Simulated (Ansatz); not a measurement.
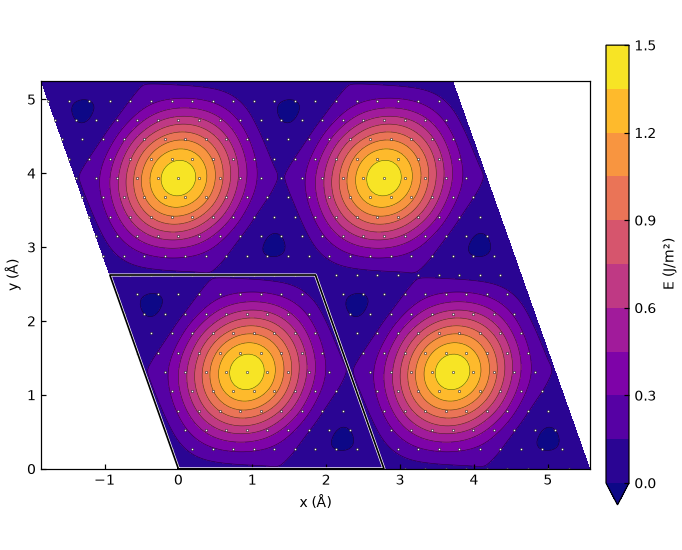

Al (Im-3m, No. 229; 4 atoms in the cell). Gamma surface: rigid slide across a plane, one fault a cell; the plane is (0 1 1) of the conventional cell. Places are given modulo a cell vector. The map is drawn in real space over the plane of the slide. Nothing is relaxed (rigid halves, spacing across the cut fixed). The scan uses a 10 × 10 grid; 31 points were computed and 69 follow by symmetry. All energies are given in J/m² relative to the lowest grid point. Computed with DFT PBEsol, scalar-relativistic, plane waves, PAW in Ansatz. Settings: cutoff 420 eV, k-mesh 16×16×5 in the order of the run's cell vectors, gaussian smearing 0.15 eV, no spin polarisation.

In the figure: filled contours, dots at the grid points, the outline of one cell of the 2 × 2 shown. Between grid points the surface is interpolated.

The lowest grid point is at (1/10, 8/10) of the cell vectors. The reference structure, at (0/10, 0/10) of the cell vectors, is a saddle of this map. The highest grid point, (5/10, 5/10) of the cell vectors, lies 1.45 J/m² above the lowest.

The level of theory is changed to Ansatz, DFT PBE, scalar-relativistic, plane waves, PAW; with it change the cell, relaxed at the new level (first cell vector 2.802 Å, before 2.782 Å).

What does this change do to the map?

Answer. The lowest place stays at (1/10, 8/10) of the cell vectors. The span from the lowest to the highest grid point shrinks from 1.45 to 1.35 J/m².

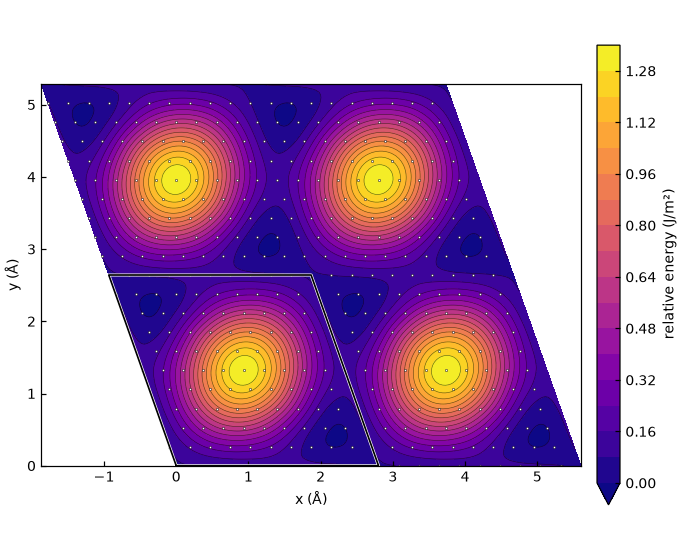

The map after the change, on a colour scale of its own. The picture shows filled contours, dots at the grid points, the outline of one cell of the 2 × 2 shown. Between grid points the surface is interpolated.

PAW datasets: the set soft_1.
